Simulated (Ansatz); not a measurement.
Structure (in its standard cell), coordinates from a relaxation with DFT, PBE, plane waves (420 eV) with PAW, scalar-relativistic in Ansatz 0.2.0; the starting structure was generated, so it need not be a known form of this composition:

```
Mo
1.0
     5.69030    0.00000    0.00000
     0.00000    5.69030    0.00000
     0.00000    0.00000    5.69030
Mo
8
Direct
  0.75000 0.75000 0.75000
  0.00000 0.50000 0.00000
  0.75000 0.25000 0.25000
  0.00000 0.00000 0.50000
  0.25000 0.75000 0.25000
  0.50000 0.50000 0.50000
  0.25000 0.25000 0.75000
  0.50000 0.00000 0.00000
```

Q: Predict the [001] zone-axis pattern (100 kV, kinematic, B = 0.3 Å²).

A: The spots form a square net with both shortest vectors at d = 2.01 Å, 90.0° apart. They are 2 -2 0 and 2 2 0. The pattern has symmetry 4mm. The lattice centring (F) removes all reflections that break h + k = 2n, h + l = 2n; a glide plane extinguishes reflections such as 2 -4 0, 2 4 0, 4 -2 0; a screw axis and a glide plane both extinguish reflections such as 0 2 0, 2 0 0, 0 6 0.

Strongest reflections with d > 0.80 Å, one of each family (|F|² from tabulated Gaussian fits of the electron scattering factors, times a small damping for the curvature of the Ewald sphere):

```csv
hkl,d (Å),I (strongest = 100)
2 2 0,2.012,100
4 0 0,1.423,46
4 4 0,1.006,17
6 2 0,0.900,12
```

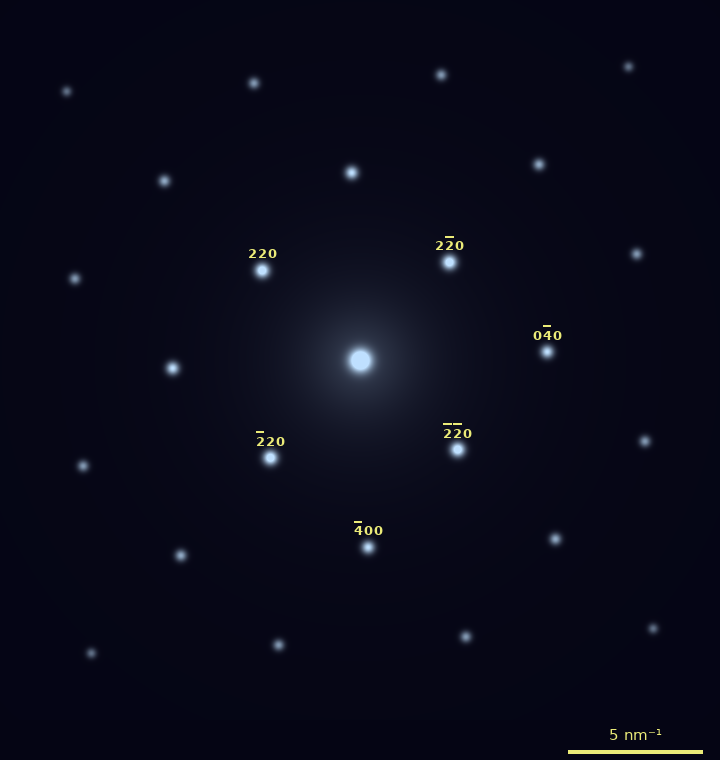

Calculated pattern, seen from the source side with [001] pointing towards the source.
